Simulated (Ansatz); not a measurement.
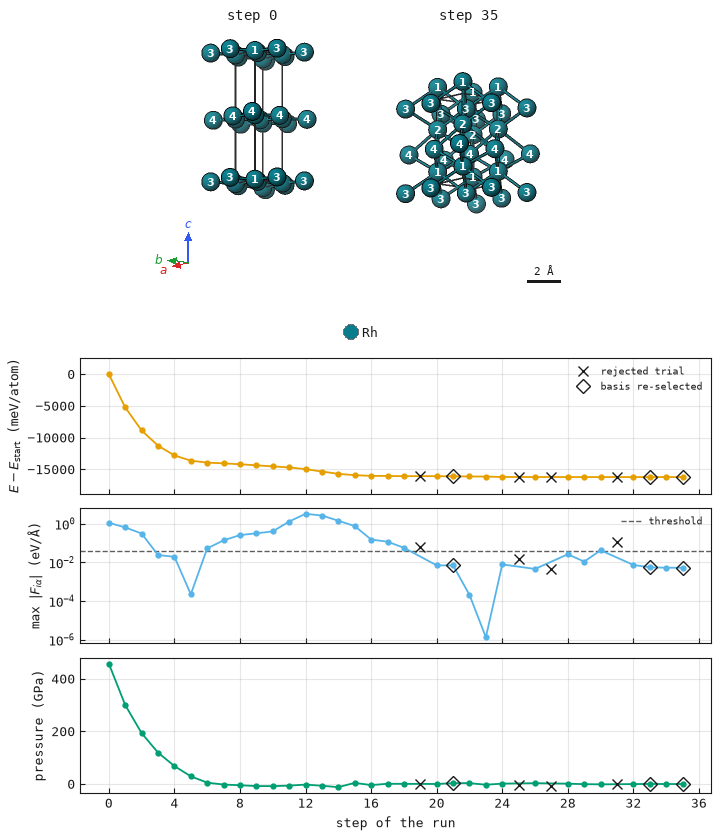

First and last geometry of a relaxation of a crystal of Rh (built on the C_186 type) (coarse preliminary run), with the history of the run. The picture is a ball-and-stick view of the cell of the calculation, seen from a free direction.

Case: C type (P6_3mc, No. 186).

The calculation used DFT PBE, scalar-relativistic, plane waves, PAW in Ansatz.

The input:
```yaml
crystal:
  lattice:
    - [2.9330569415, 0.0, 0.0]
    - [-1.4665284708, 2.5401018221, 0.0]
    - [0.0, 0.0, 8.0629417913]
  atoms:
    - { symbol: Rh, position: [0.0, 0.0, 0.0] }
    - { symbol: Rh, position: [0.0, 0.0, 0.5] }
    - { symbol: Rh, position: [0.3333333333, 0.6666666667, 0.005] }
    - { symbol: Rh, position: [0.6666666667, 0.3333333333, 0.505] }
basis:
  ecutwfc: 420
kpoints:
  mp_grid: { grid: [6, 6, 2] }
hamiltonian:
  xc: pbe
scf:
  occupations: { method: gaussian, width: 0.1 }
  lower_state_search: "off"
output:
  forces: true
  stress: true
  eigenvalues: true
relax:
  adjacent_minimum: "off"
  f_tol: 0.04
  max_steps: 70
  cell: { stress_tol: 0.4 }
```

Question: Did the run converge, and what did it change?

Answer: It converged. The largest moves relative to the cell, 0.74 Å, are those of Rh1, Rh2, Rh3 and Rh4. Rh2 goes along +c. Cell: a = b 2.933 → 3.797 Å (+29.5 %), c 8.063 → 5.297 Å (−34.3 %). Volume +10.1 %. Some distances before and after: Rh1–Rh4 4.410 → 2.495 Å, Rh1–Rh2 4.031 → 2.649 Å, Rh1–Rh3 1.694 → 2.633 Å. New bonds form: Rh1–Rh2 (4.03 → 2.65 Å), Rh1–Rh4 (4.41 → 2.49 Å), Rh2–Rh3 (4.41 → 2.49 Å). Bond angles that change, for instance: Rh3–Rh1–Rh3 119.9° → 92.3°. The space group stays P6_3mc (No. 186). Over 28 accepted moves (35 points after the start) the energy falls by 16213 meV per atom. The largest force component goes from 1.1 to 0.0053 eV/Å. Pressure: 457.32 GPa at the start and 0.00 GPa at the end. The line search rejected the trial steps at points 19, 25, 27, 31 of the run. The SCF was repeated 3 times at an unchanged geometry on a basis and grid sized afresh for the cell, which shifted the energy by 33.7 meV per atom at most.

Limits of the set-up: the k-point mesh is coarse for a cell with partly filled bands.
